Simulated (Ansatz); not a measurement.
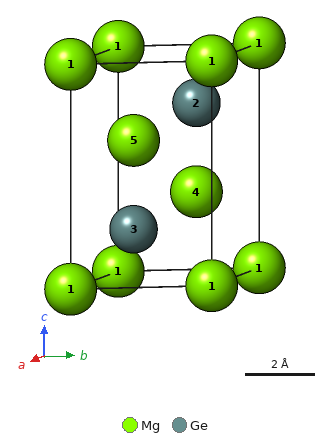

**Figure 1.** The structure (spheres-only view of the reduced cell, seen slightly off an axis; atoms are numbered from 1 in the order of the input).

**Single-point calculation, with input and output: Mg$_{3}$Ge$_{2}$**

The run: single-point calculation of Mg$_{3}$Ge$_{2}$ (P-3m1, 5 atoms in the cell). Method and program: DFT, PBE, plane waves, PAW, spin-polarised (Ansatz 0.2.0).

The structure is a generated one, with these elements put on the sites of a known structure type; it need not be a known phase. Some settings of this run were made unusual or wrong on purpose. Figures and captions count atoms from 1; the log counts them from 0 in places.

What the program printed
```
Warning: the atoms were moved onto the symmetric positions of the space group found under crystal.symmetry.tolerance 3.0e-4 (fractional; no operation is sought that the atoms, as they stand in a round, miss by more than twice it, and no atom is moved by as much as it), and the run uses the moved positions. Before a round's move an operation carried an atom to 4.20e-4 Å from where it should land, the largest such distance. Atom 1 (counting from 0) moved farthest, by 2.43e-4 Å; the longest move in fractions of the cell, of whichever atom, is 0.24 of the tolerance, in 1 round. To run the atoms as typed, lower crystal.symmetry.tolerance until the operations that they miss are no longer found, or set crystal.symmetry.detect: false (a key that needs symmetry detection or time reversal refuses this as the deck is read). The positions used, in the order of the run's atom list: position: [0.0, 0.0, 0.0]; position: [0.3333333333333333, 0.3333333333333333, 0.235]; position: [0.6666666666666666, 0.6666666666666666, 0.765]; position: [0.3333333333333333, 0.3333333333333333, 0.63]; position: [0.6666666666666666, 0.6666666666666666, 0.37]; The lattice was moved too: crystal.lattice misses the space group found at crystal.symmetry.tolerance 3.0e-4 in a digit that the deck types, which is why this is a warning: making the lattice exact moves one of its numbers by a whole unit of that number's last typed decimal, or more. The operation that it misses by the most changes a squared length by the fraction 2.11e-6. The run uses the lattice that is a stretch of the typed one, with no rotation, onto the one that keeps every operation to a double's rounding (on a very oblique basis the stretch itself rounds by more); the deck's lattice vector that moved farthest moved by 2.56e-6 Å. To run the lattice as typed, set crystal.symmetry.tolerance under 2.10e-6, the least fraction by which an operation that the lattice misses changes a squared length (the same key also sets how far an atom may lie from its image, so lowering it can lose operations that the atoms keep only within it), or set crystal.symmetry.detect: false, as for the atoms. crystal.lattice made exact, in Å and degrees: [[2.100932720780146, 3.6389222156751306, 0.0], [-2.100932720780146, 3.6389222156751306, 0.0], [0.0, 0.0, 6.642314]]. Pasted over the deck's crystal.lattice, beside positions in fractional coordinates, it runs the same cell (given as lengths and angles, that cell in the form's own orientation, a rigid turn of the misfit's size from the one run here, for which a checkpoint.post_process_only pass over this run's state can be refused: where this run relaxes nothing, give such a pass this deck's own crystal.lattice, as typed; behind a relaxation, as crystal.lattice, the state's own cell, identity.cell in its checkpoint.json), and a matrix so pasted ends this notice, except on a very skew basis of the lattice, where the rounding of the pasted numbers themselves can read as a misfit: the cell is then moved again, and that move is told again. The lattice as run is in this notice's lattice.as_run_ang field (Run.prep()["deck_notices"] in Python, the deck_notice line of an events file, deck_notices of ansatz run --dry-run=json, or deck_notices in record.json in the deck's checkpoint.write directory).
Engine: ansatz 0.2.0, aarch64-unknown-linux-gnu
Pseudopotentials: kind: paw
Pseudopotential: Mg, paw, valence charge 10, recommended cutoff 420 eV (normal), Mg.paw.azcp
Pseudopotential: Ge, paw, valence charge 14, recommended cutoff 420 eV (normal), Ge.paw.azcp
Functional definition: PBE
  parameter kappa = 0.804
  parameter beta = 0.06672455060314922
  exchange = pbe_x(kappa = kappa, mu = beta*pi^2/3)
  correlation = pbe_c(beta = beta)
Crystal: 5 atoms, lattice volume = 101.563 Å³
Basis set: ecut = 420 eV, 1925 PW (Γ), exchange–correlation on 60×60×90 points (8 copies of the dense FFT grid, shifted against one another)
Bands: 36, of which v1, the nominal top of the filled ones, is band 29 counted from 1 (28 counted from 0)
Symmetry: 12 space group operations
Space group: P-3m1 (ITA 164), of the structure as read, at distance tolerance 1.4e-3 Å
Magnetic group: BNS 164.85 (UNI 1315), of the structure as read, at distance tolerance 1.4e-3 Å
k-points: 12 of 75
Non-local potential: Mg, projectors of the file, l = 0: 3, l = 1: 2, l = 2: 1
Non-local potential: Ge, projectors of the file, l = 0: 2, l = 1: 2, l = 2: 3, l = 3: 1
PAW form: soft (Blöchl's): semilocal exchange-correlation on the pseudo side does not see the compensation charge
PAW one-centre angular grid: Mg, 110 points (default); XC on 64 Gauss nodes
PAW one-centre angular grid: Ge, 590 points (default); XC on 64 Gauss nodes
Initial density: superposition of atomic densities (chi_scale 0.1, normalization cell, long waves kept (reshape's long-wave potential 0.03 eV rms))
Starting moments: Σ|m| = 1 μB on 5 of 5 sites
Initial wavefunctions: pseudopotential atomic-orbital guess
Functional: x = pbe(κ = 0.804, μ = 0.2195149727645171), c = pbe(β = 0.06672455060314922)
iter 1 solved again at ethr=1.38e-3 eV; its pass at ethr=3.10e-3 eV (dr2=7.99e-1 eV) is discarded
SCF iter   1: F=—  HF=-14361.182897 eV  |F-HF|=—  |Δ(HF+E_count)|=         —  Δρ=2.80e-2 (↑2.10e-2 ↓2.80e-2)  dr2=8.06e-1  dr2_m=3.86e-1  M=1.000 μB ∫|m|=1.000 μB  β_m=1.00  ethr=1.38e-3  ⟨swp⟩=1.0  Hψ=4421  notcnv=0
preconditioner: auto → Kerker (q_TF=auto, 2.485 Å⁻¹)  [metal: Δε(μ)=0.033 eV  Ē_g=7.868 eV  σ=0.285 eV  W_gap=0.07  n_scr=22 (ndim 8)  ℏωp=13.8 eV  f_vac=0.000  D(μ)=2.35/eV (n_scr^D=22)]
spin=Collinear: Kerker preconditioning applied to the charge; magnetization (m = ρ↑ − ρ↓) channel mixes plain (no charge-response kernel on spin).
SCF iter   2: F=—  HF=-14361.137984 eV  |F-HF|=—  |Δ(HF+E_count)|=         —  Δρ=1.15e-2 (↑1.05e-2 ↓1.15e-2)  dr2=5.12e-1  dr2_m=8.81e-3  M=0.431 μB ∫|m|=0.439 μB  β_m=0.30  ethr=1.38e-3  ⟨swp⟩=1.0  Hψ=865  notcnv=0
Mixer restart at iter 2: flushing history
SCF iter   3: F=—  HF=-14361.224189 eV  |F-HF|=—  |Δ(HF+E_count)|=   8.62e-2  Δρ=9.07e-3 (↑7.89e-3 ↓9.07e-3)  dr2=3.34e-1  dr2_m=6.08e-3  M=0.363 μB ∫|m|=0.369 μB  β_m=0.30  ethr=8.82e-4  ⟨swp⟩=1.0  Hψ=864  notcnv=0
SCF iter   4: F=—  HF=-14361.264431 eV  |F-HF|=—  |Δ(HF+E_count)|=   4.02e-2  Δρ=3.51e-3 (↑2.90e-3 ↓3.51e-3)  dr2=2.36e-2  dr2_m=4.45e-3  M=0.299 μB ∫|m|=0.304 μB  β_m=0.30  ethr=5.76e-4  ⟨swp⟩=3.0  Hψ=1626  notcnv=0
SCF iter   5: F=—  HF=-14361.279637 eV  |F-HF|=—  |Δ(HF+E_count)|=   1.52e-2  Δρ=2.47e-3 (↑2.15e-3 ↓2.47e-3)  dr2=8.13e-3  dr2_m=3.17e-3  M=0.252 μB ∫|m|=0.257 μB  β_m=0.30  ethr=4.08e-5  ⟨swp⟩=2.7  Hψ=1519  notcnv=0
SCF iter   6: F=—  HF=-14361.290592 eV  |F-HF|=—  |Δ(HF+E_count)|=   1.10e-2  Δρ=1.66e-3 (↑1.64e-3 ↓1.66e-3)  dr2=8.84e-4  dr2_m=2.28e-3  M=0.212 μB ∫|m|=0.216 μB  β_m=0.30  ethr=1.40e-5  ⟨swp⟩=2.0  Hψ=1536  notcnv=0
SCF iter   7: F=—  HF=-14361.297296 eV  |F-HF|=—  |Δ(HF+E_count)|=   6.70e-3  Δρ=1.35e-3 (↑1.35e-3 ↓1.33e-3)  dr2=2.17e-4  dr2_m=1.61e-3  M=0.180 μB ∫|m|=0.183 μB  β_m=0.30  ethr=1.52e-6  ⟨swp⟩=2.0  Hψ=1555  notcnv=0
SCF iter   8: F=—  HF=-14361.301227 eV  |F-HF|=—  |Δ(HF+E_count)|=   3.93e-3  Δρ=1.13e-3 (↑1.13e-3 ↓1.10e-3)  dr2=8.16e-5  dr2_m=1.14e-3  M=0.153 μB ∫|m|=0.156 μB  β_m=0.30  ethr=3.74e-7  ⟨swp⟩=2.0  Hψ=1557  notcnv=0
SCF iter   9: F=—  HF=-14361.303533 eV  |F-HF|=—  |Δ(HF+E_count)|=   2.31e-3  Δρ=9.48e-4 (↑9.48e-4 ↓9.30e-4)  dr2=3.74e-5  dr2_m=8.12e-4  M=0.130 μB ∫|m|=0.133 μB  β_m=0.30  ethr=1.41e-7  ⟨swp⟩=2.1  Hψ=1467  notcnv=0
Mixer restart at iter 9: flushing history
spin-set hold released at iteration 9 (site moments contracting): the magnetisation degrees of freedom join the quasi-Newton model from the next iteration; the mixer history was flushed
SCF iter  10: F=—  HF=-14361.304943 eV  |F-HF|=—  |Δ(HF+E_count)|=   1.41e-3  Δρ=7.98e-4 (↑7.98e-4 ↓7.89e-4)  dr2=2.65e-5  dr2_m=5.82e-4  M=0.111 μB ∫|m|=0.114 μB  β_m=0.65  ethr=6.45e-8  ⟨swp⟩=2.0  Hψ=1558  notcnv=0
SCF iter  11: F=—  HF=-14361.307557 eV  |F-HF|=—  |Δ(HF+E_count)|=   2.61e-3  Δρ=2.61e-4 (↑2.58e-4 ↓2.61e-4)  dr2=5.25e-6  dr2_m=6.23e-5  M=0.037 μB ∫|m|=0.038 μB  β_m=0.82  ethr=4.56e-8  ⟨swp⟩=3.0  Hψ=1726  notcnv=0
SCF iter  12: F=—  HF=-14361.307816 eV  |F-HF|=—  |Δ(HF+E_count)|=   2.60e-4  Δρ=5.51e-5 (↑5.42e-5 ↓5.51e-5)  dr2=9.00e-7  dr2_m=2.68e-6  M=0.007 μB ∫|m|=0.008 μB  β_m=0.91  ethr=9.05e-9  ⟨swp⟩=3.0  Hψ=1614  notcnv=0
SCF iter  13: F=—  HF=-14361.307829 eV  |F-HF|=—  |Δ(HF+E_count)|=   1.25e-5  Δρ=7.17e-6 (↑6.11e-6 ↓7.17e-6)  dr2=1.47e-7  dr2_m=2.64e-8  M=0.000 μB ∫|m|=0.000 μB  β_m=0.94  ethr=1.55e-9  ⟨swp⟩=3.0  Hψ=1716  notcnv=0
SCF iter  14: F=—  HF=-14361.307829 eV  |F-HF|=—  |Δ(HF+E_count)|=   1.06e-7  Δρ=2.98e-6 (↑2.98e-6 ↓2.92e-6)  dr2=5.99e-8  dr2_m=2.67e-9  M=-0.000 μB ∫|m|=0.000 μB  β_m=0.92  ethr=1.72e-10  ⟨swp⟩=6.0  Hψ=3550  notcnv=0
SCF iter  15: F=—  HF=-14361.307829 eV  |F-HF|=—  |Δ(HF+E_count)|=   4.82e-9  Δρ=1.62e-6 (↑1.62e-6 ↓1.44e-6)  dr2=1.74e-8  dr2_m=2.67e-10  M=-0.000 μB ∫|m|=0.000 μB  β_m=0.83  ethr=1.03e-10  ⟨swp⟩=3.8  Hψ=2308  notcnv=0
SCF iter  16: F=—  HF=-14361.307829 eV  |F-HF|=—  |Δ(HF+E_count)|=   4.76e-9  Δρ=8.46e-7 (↑8.46e-7 ↓7.97e-7)  dr2=3.91e-9  dr2_m=3.49e-10  M=-0.000 μB ∫|m|=0.000 μB  β_m=0.92  ethr=3.00e-11  ⟨swp⟩=3.0  Hψ=2053  notcnv=0
SCF iter  17: F=-14361.307829 eV  HF=-14361.307829 eV  |F-HF|=1.38e-10  |Δ(HF+E_count)|=   1.68e-9  Δρ=2.44e-7 (↑2.44e-7 ↓2.41e-7)  dr2=7.63e-11  dr2_m=4.93e-11  M=-0.000 μB ∫|m|=0.000 μB  ethr=6.75e-12  ⟨swp⟩=3.0  Hψ=1804  notcnv=0
SCF 1 converged in 17 iterations: F = -14361.307829 eV  dr2 = 7.63e-11
  greatest PAW one-centre occupation: 1.000 electrons in one spin orbital (limit 2), on the Mg atom at site 4 (counted from 0), in its partial waves of l = 0
```

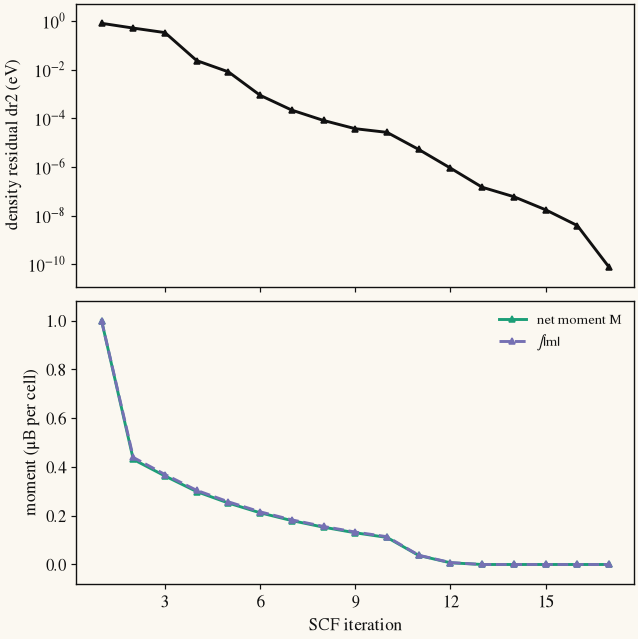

**Figure 2.** Convergence of the self-consistent field: density residual dr2 and magnetic moment against the SCF iteration. The residual falls at every step. The net moment goes from 1.0 to 0.0 μB per cell, and ∫|m| falls to zero.

```
WARN: the starting moments were not kept: the SCF closed with an absolute magnetisation of 1.7e-5 μB, where they sum to 1 μB in size (5 sites). That is at most 0.1 of that sum. Measured as dr2_m measures the in/out step, that magnetisation stands 1.8e-11 eV from none, at or under the dr2_threshold of 1.0e-7 eV: it is no larger than a step whose dr2_m would equal this threshold. The system may hold no moment; this SCF shows only that its start led to no more than that. To try another start: raise the starting moments (crystal.atoms[].spin, magnetization.per_species, magnetization.initial_magnetization, or on a non-collinear deck that types none of these the spinor_matrix: blocks that start its atoms; where the total moment is fixed, keep their sum and leave initial_magnetization as it is; typed ones take the place of any that the run laid by itself, positive ones on a crystal's lanthanoids without a Hubbard term where scf.initial_density.shell_occupations: [] is typed) or, if the notice of its spin-set hold's release reads "site moments contracting" or "site moments show no strong build", lengthen the hold (scf.mixing.spin_hold: { on: { confirm: 4 } }; for m-r²SCAN on two components see the key's manual first). Each may lead to a state that holds a moment. A second SCF, from the converged charge density, with the starting moments and any scf.initial_density.shell_occupations laid on it anew, would have followed, and was not run: the deck does not ask for one (magnetization.retry_lost_moments is false, the default). To let it run, set magnetization.retry_lost_moments: true and run the deck again, where that key's refused combinations let it; where memory then withholds it, that run's warning says so.
SCF converged after 17 iterations
Magnetization: -0.0000 μB (29.0000 up, 29.0000 down)
Absolute magnetization: 0.0000 μB (∫|ρ↑−ρ↓|, with the PAW one-centre terms)
Spin contamination: 0.0000 ħ² per cell (⟨S²⟩ above its minimum at these occupations)
Per-site moments (μB) at R_I (Å): [(-7.07545516226324e-7, 1.189958470521519), (-1.1781475431903096e-6, 1.066878241412954), (-1.1781475433013425e-6, 1.0668782414129543), (1.7911377417545745e-7, 1.0668782414129543), (1.791137742061568e-7, 1.066878241412954)]
Free energy (F): -14361.307829 eV
Harris-Foulkes:  -14361.307829 eV  (|F-HF|=1.38e-10)
Internal energy: -14361.186535 eV  (E = F + TS)
E sigma→0 (E₀):  -14361.247182 eV
Entropy (-TS):   -0.121294 eV (-24.259 meV/atom)
Fermi energy:    7.354319 eV
--- Per-component energies (eV) ---
  E_band       = -1316.143068
  E_kinetic    = 452.960718
  E_local      = -9545.364039  (includes V_loc(G=0)·N_el)
  E_nonlocal   = 1121.176037
  E_hartree    = 3801.056117
  E_xc         = -239.840096
  E_vxc        = -243.702734  (∫ρ·V_xc dr)
  E_paw        = -4913.272458  (= ΣΔE_a)
  E_vpaw       = -703.325787  (= ΣTr[D̂ρ^β])
  E_aug_tail   = 0.000694  (compensation charges beyond the density's cutoff)
  E_ewald      = -5037.903507
  E_smearing   = -0.121294  (= −TS)
  E_closure    = -0.000000  (closes the sum)
  Σ components = -14361.307829   (vs F -14361.307829, Δ=0.00e0)
--- Forces (eV/Å), atoms counted from 1 ---
  atom   1  Mg     0.00000000     0.00000000     0.00000000
  atom   2  Ge    -0.00000000     0.00000000    -1.03559761
  atom   3  Ge     0.00000000    -0.00000000     1.03559761
  atom   4  Mg     0.00000000     0.00000000     0.53592643
  atom   5  Mg     0.00000000    -0.00000000    -0.53592643
  max |Σ_I F_I| component: 2.31e-18 eV/Å
--- Stress (GPa, compression-positive) ---
        7.371054      -0.000000       0.000000
       -0.000000       7.371054       0.000000
        0.000000       0.000000       5.145366
  P = ⅓ Tr σ = 6.6292 GPa (66.292 kbar)
--- Band table (eV; the first three rows and the last of 24) ---
  k-point 0 ↑: bands = ["-68.5031", "-67.9776", "-67.9736", "-35.2570", "-35.2557", "-35.2557", "-34.7396", "-34.7396", "-34.7382", "-34.7242", "-34.7242", "-34.7231", "-16.3894", "-16.3891", "-16.3861", "-16.3861", "-16.3845", "-16.3845", "-16.3639", "-16.3639", "-16.3619", "-16.3619", "-2.6127", "-0.8336", "2.7778", "7.4609", "7.4609", "8.3455", "8.3455", "8.7059", "10.1908", "10.3734", "11.8683", "11.8683", "12.7800", "13.0828"]
  k-point 1 ↑: bands = ["-68.5031", "-67.9776", "-67.9736", "-35.2570", "-35.2557", "-35.2557", "-34.7396", "-34.7396", "-34.7382", "-34.7242", "-34.7242", "-34.7231", "-16.3894", "-16.3892", "-16.3859", "-16.3859", "-16.3847", "-16.3847", "-16.3641", "-16.3641", "-16.3618", "-16.3618", "-2.3047", "-1.4832", "4.0283", "6.5589", "7.6619", "7.6619", "8.1269", "8.1269", "10.3893", "11.1342", "11.5684", "11.5684", "12.3390", "12.3390"]
  k-point 2 ↑: bands = ["-68.5031", "-67.9773", "-67.9739", "-35.2570", "-35.2559", "-35.2557", "-34.7411", "-34.7403", "-34.7394", "-34.7236", "-34.7231", "-34.7221", "-16.3889", "-16.3885", "-16.3866", "-16.3862", "-16.3849", "-16.3839", "-16.3639", "-16.3630", "-16.3622", "-16.3610", "-2.2553", "-0.6168", "3.1861", "5.3629", "6.5186", "6.7530", "8.2266", "8.2304", "10.2207", "11.3806", "11.6419", "12.1856", "12.7548", "12.9163"]
  k-point 11 ↓: bands = ["-68.5030", "-67.9760", "-67.9751", "-35.2569", "-35.2564", "-35.2560", "-34.7432", "-34.7421", "-34.7417", "-34.7224", "-34.7211", "-34.7207", "-16.3888", "-16.3882", "-16.3868", "-16.3853", "-16.3844", "-16.3840", "-16.3629", "-16.3623", "-16.3615", "-16.3602", "-0.7284", "-0.5065", "3.2287", "3.6424", "4.6208", "5.4552", "6.6578", "7.3260", "9.9959", "11.1060", "11.4141", "11.6641", "12.6948", "13.8453"]
```

This output came from the following input.

The input
```yaml
crystal:
  lattice:
    - [2.100934, 3.63892, 0.0]
    - [-2.100934, 3.63892, 0.0]
    - [0.0, 0.0, 6.642314]
  atoms:
    - { symbol: Mg, position: [0.0, 0.0, 0.0] }
    - { symbol: Ge, position: [0.3333, 0.3334, 0.235] }
    - { symbol: Ge, position: [0.6667, 0.6666, 0.765] }
    - { symbol: Mg, position: [0.3333, 0.3334, 0.63] }
    - { symbol: Mg, position: [0.6667, 0.6666, 0.37] }
  symmetry: { tolerance: 0.0003 }
kpoints:
  mp_grid: { grid: [5, 5, 3], shift: [0, 0, 0] }
magnetization:
  spin_polarized: true
  initial_magnetization: 1
scf:
  occupations: { method: gaussian, width: 0.2846 }
  max_iter: 80
hamiltonian:
  pseudopotentials: { kind: paw }
  xc: pbe
basis:
  ecutwfc: 420
output:
  forces: true
  stress: true
  eigenvalues: true
```

Run as:
```bash
ansatz run input.yaml --threads 1 --pin off --max-ram 2560MiB --backend cpu --events-out ev --progress --plain --runs-dir out
```

Outcome

- outcome: converged
- space group (tolerance 0.01 Å): P-3m1 (164)
- electrons treated: 58
- free energy: −14361.3078 eV
- Fermi energy: 7.354 eV
- net moment of the cell: 0.00 μB
- integrated absolute moment: 0.00 μB
- pressure: 6.63 GPa
- largest force (length of the vector): 1.036 eV/Å
- hardware: 1 thread of an Arm (aarch64) CPU, shared host
- wall time: 18 s
- peak memory: 0.36 GiB

Notes

A setting was made wrong on purpose: an impossible spin (`magnetization`). It did no harm here: the run converged to the energy of the sound run within 1 meV per atom. The program warns: some starting moments were not kept; the structure was made exactly symmetric.
